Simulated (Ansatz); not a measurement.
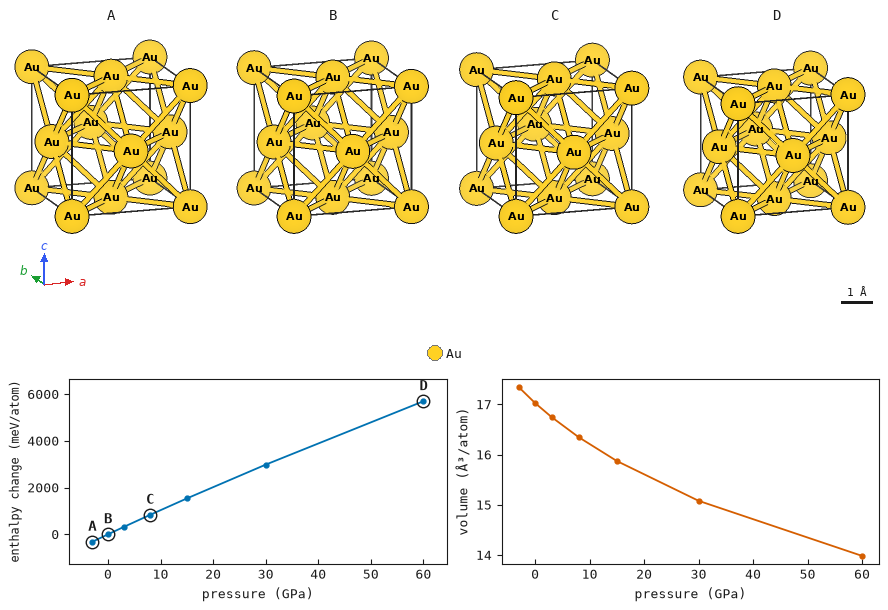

Members of a series of calculations on crystalline Au (set up in Fm-3m), marked on the first curve. The picture is a ball-and-stick view of the conventional cell (4 times the calculation's cell), seen slightly off an axis. Lengths and directions refer to the drawn axes.

Level of theory: DFT PBEsol, scalar-relativistic, plane waves, PAW (Ansatz 0.2.0). Set-up: plane-wave cutoff 420 eV; k-point mesh 18 × 18 × 18; occupations gaussian; smearing width 0.1 eV; no spin polarisation.

**Describe the series.**

The structure is relaxed at several pressures. A (pressure −3.0 GPa): enthalpy change −322 meV/atom, volume 17.34 Å³ per atom. B (pressure 0.0 GPa): enthalpy change 0.0 meV/atom, volume 17.03 Å³ per atom. C (pressure 8.0 GPa): enthalpy change 832 meV/atom, volume 16.35 Å³ per atom. D (pressure 60.0 GPa): enthalpy change 5696 meV/atom, volume 13.98 Å³ per atom. The rest compares A with D. Cell: a = b = c 4.109 → 3.824 Å (−6.9 %). Volume −19.4 %. Near-neighbour distances before and after: Au–Au 2.905 → 2.704 Å.
